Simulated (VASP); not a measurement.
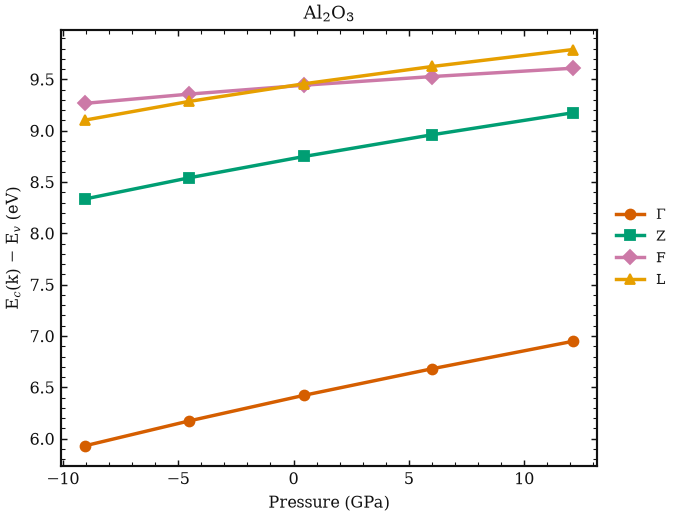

Lowest conduction level at each named k point, counted from the valence-band top at Γ. In reduced coordinates of the cell that was run, Z is (0.5, 0.5, 0.5), F is (0.5, 0.5, 0) and L is (0.5, 0, 0).

System: corundum-type Al2O3, space group R-3c (No. 167), 10 atoms in the primitive cell. The cell is scaled at fixed shape and fractional positions. At 8.33 Å³/atom, a = 4.732 Å, c = 12.894 Å (hexagonal axes). Level of theory: LDA, VASP PAW LDA potentials, release 64 (Al, O), no spin polarisation, no spin-orbit coupling, 6×6×6 k mesh, 520 eV cutoff; code VASP.

Q: How does each level move from −9.0 GPa to 12.1 GPa?

A: Γ rises by 1.02 eV, Z rises by 0.84 eV, F rises by 0.34 eV and L rises by 0.69 eV.

Q: Which of these conduction levels is lowest, and does that change?

A: The lowest is the one at Γ, over the whole range, so among these points the gap stays direct.

Q: What are the pressure coefficients?

A: Straight lines through the points have slopes of +48 at Γ, +40 at Z, +16 at F and +32 at L (meV per GPa).

The values:
| pressure | Γ (eV) | Z (eV) | F (eV) | L (eV) | volume (Å³/atom) |
| --- | --- | --- | --- | --- | --- |
| −9.0 GPa | 5.93 | 8.33 | 9.27 | 9.10 | 8.67 |
| −4.5 GPa | 6.17 | 8.54 | 9.36 | 9.29 | 8.50 |
| 0.5 GPa | 6.42 | 8.75 | 9.44 | 9.46 | 8.33 |
| 6.0 GPa | 6.68 | 8.96 | 9.53 | 9.62 | 8.17 |
| 12.1 GPa | 6.95 | 9.17 | 9.61 | 9.79 | 8.00 |

LDA, GGA and most meta-GGA functionals understate gaps.
